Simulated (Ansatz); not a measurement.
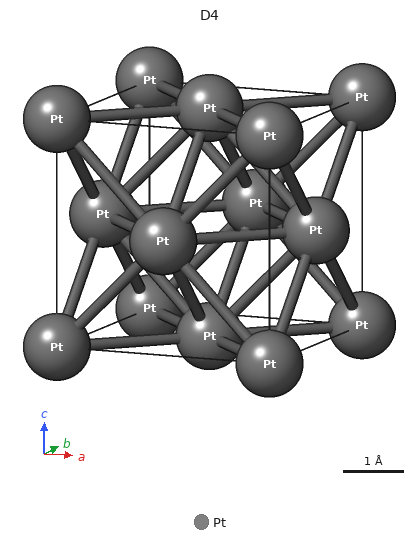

A crystal of Pt (set up in Fm-3m), relaxed (cell and atoms) with several dispersion corrections. The picture shows the result with D4. A ball-and-stick model of the conventional cell (4 times the calculation's cell), seen slightly off an axis. Lengths and directions refer to the drawn axes.

Computed with Ansatz 0.2.0: PBEsol, Ansatz PAW. Set-up: plane-wave cutoff 420 eV; k-point mesh 12 × 12 × 12; occupations fermi-dirac; smearing width 0.05 eV; no spin polarisation; cell and atoms relaxed; force threshold 0.01 eV/Å.

```json
{"dispersion correction": "D4", "volume (Å³/atom)": "14.824", "a (Å)": "3.899"}
{"dispersion correction": "D3(BJ)", "volume (Å³/atom)": "14.635", "a (Å)": "3.883"}
{"dispersion correction": "none", "volume (Å³/atom)": "15.048", "a (Å)": "3.919"}
{"dispersion correction": "D3(BJ)-ATM", "volume (Å³/atom)": "?", "a (Å)": "?"}
```

### One row is withheld. What does the calculation give there?

With D3(BJ)-ATM the volume falls between D3(BJ) (14.635) and D4 (14.824). The calculation gives 14.758 Å³/atom (a = 3.894 Å). In order of volume: D3(BJ) < D3(BJ)-ATM < D4 < none; the spread is 2.8 %.
